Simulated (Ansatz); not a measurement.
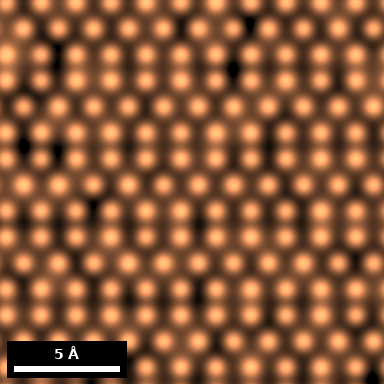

iDPC-like image of Rh (P6/mmm, No. 191). Simulated as the projected potential of neutral atoms (B = 0.5 Å²) blurred by a 0.51 Å probe, the thin-sample limit of integrated differential phase contrast. The display is stretched by a gamma of 0.65; percentages refer to the linear signal. The speckle of an amorphous layer was added. Structure: the geometry relaxed with DFT, PBEsol, plane waves (420 eV) with PAW, scalar-relativistic in Ansatz 0.2.0; the starting structure was generated, so it need not be a known form of this composition.

Space group P6/mmm (No. 191). a = 4.281 Å, b = 4.281 Å, c = 2.626 Å, α = 90.00°, β = 90.00°, γ = 120.00°
| atom | site | symmetry | x | y | z |
| --- | --- | --- | --- | --- | --- |
| Rh | 1a | 6/mmm | 0.0000 | 0.0000 | 0.0000 |
| Rh | 2d | -6m2 | 0.3333 | 0.6667 | 0.5000 |

**Which beam direction gives this image, [212], [210], [102] or [211]? (Directions equivalent by symmetry count as one.)**

[102]. The projected cells are 2.14 × 2.14 Å, 90° for [212]; 2.14 × 2.63 Å, 90° for [210]; 1.66 × 3.71 Å, 90° for [102]; 2.47 × 2.47 Å, 120° for [211], and the image repeats as the [102] one does.
